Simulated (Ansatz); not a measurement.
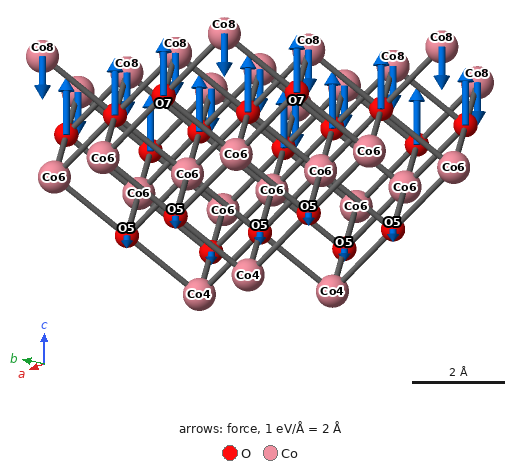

Starting geometry of a slab of composition CoO (cut from the Fm-3m phase) with the computed forces as blue arrows. Style: ball-and-stick. Shown: the atoms within 5.8 Å of the atom that moves most (axes of the 3 × 3 repeat of the cell, outlined in the plane, without the vacuum), from a free direction.

Case: clean slab, lower half held. The slab is the (1 1 1) face of CoO. 4 atoms are held fixed.

The calculation used Ansatz, DFT PBEsol, scalar-relativistic, plane waves, PAW.

Input
```yaml
crystal:
  lattice:
    - [2.9464519542, 0.0, 0.0]
    - [-1.4732259771, 2.5517022434, 0.0]
    - [0.0, 0.0, 25.4201878126]
  atoms:
    - { symbol: O, position: [0.3333333333, 0.6666666667, 0.3343799056], spin: 0.32 }
    - { symbol: Co, position: [0.6666666667, 0.3333333333, 0.3816999325], spin: 2.57 }
    - { symbol: O, position: [0.0, 0.0, 0.4290199595], spin: 0.32 }
    - { symbol: Co, position: [0.3333333333, 0.6666666667, 0.4763399865], spin: 2.57 }
    - { symbol: O, position: [0.6666666667, 0.3333333333, 0.5236600135], spin: 0.32 }
    - { symbol: Co, position: [0.0, 0.0, 0.5709800405], spin: 2.57 }
    - { symbol: O, position: [0.3333333333, 0.6666666667, 0.6183000675], spin: 0.32 }
    - { symbol: Co, position: [0.6666666667, 0.3333333333, 0.6656200944], spin: 2.57 }
basis:
  ecutwfc: 420
kpoints:
  mp_grid: { grid: [12, 12, 1] }
hamiltonian:
  xc: pbesol
scf:
  occupations: { method: gaussian, width: 0.1 }
output:
  forces: true
  eigenvalues: true
  populations: true
  write_density: true
  write_potential: true
  elf: true
  volumetric_format: npy
magnetization:
  spin_polarized: true
relax:
  adjacent_minimum: "off"
  f_tol: 0.03
  max_steps: 70
  constraints: [{ sites: [0, 1, 2, 3] }]
efield:
  axis: 3
  dipole_correction: true
  ramp_width: 0.04
```

Run as
```bash
ansatz run input.yaml --threads 2 --pin off --max-ram 5120MiB --backend cpu --events-out ev --progress --plain --runs-dir out
```

### What follows when this structure is relaxed?

It isn't relaxed: the largest force vector, on O7, is 0.64 eV/Å. The atoms end up moving mostly along the starting forces (cosine between the two patterns 0.89). Co8 moves most: 0.13 Å along the normal (−c). Largest moves by element: Co 0.13 Å, O 0.08 Å. The cell doesn't change. Near-neighbour distances that change, for instance: O7–Co8 2.083 → 1.972 Å, Co6–O7 2.083 → 2.140 Å, O5–Co6 2.083 → 2.066 Å, Co4–O5 2.083 → 2.090 Å. Bond angles that change, for instance: Co6–O7–Co8 180.0° → 173.0°, O7–Co8–O7 90.0° → 96.7°, Co8–O7–Co8 90.0° → 96.7°. After 4 geometry steps the energy has fallen by 48.3 meV per cell of the calculation. Largest force component: 0.64 eV/Å at the start, 0.0094 eV/Å at the end. The run may lie on a higher electronic state than the lowest, so the end point isn't shown to be the ground-state structure. The run took 4 min on 2 threads of Arm Neoverse V1, with other jobs on the host, peak memory 0.67 GiB.
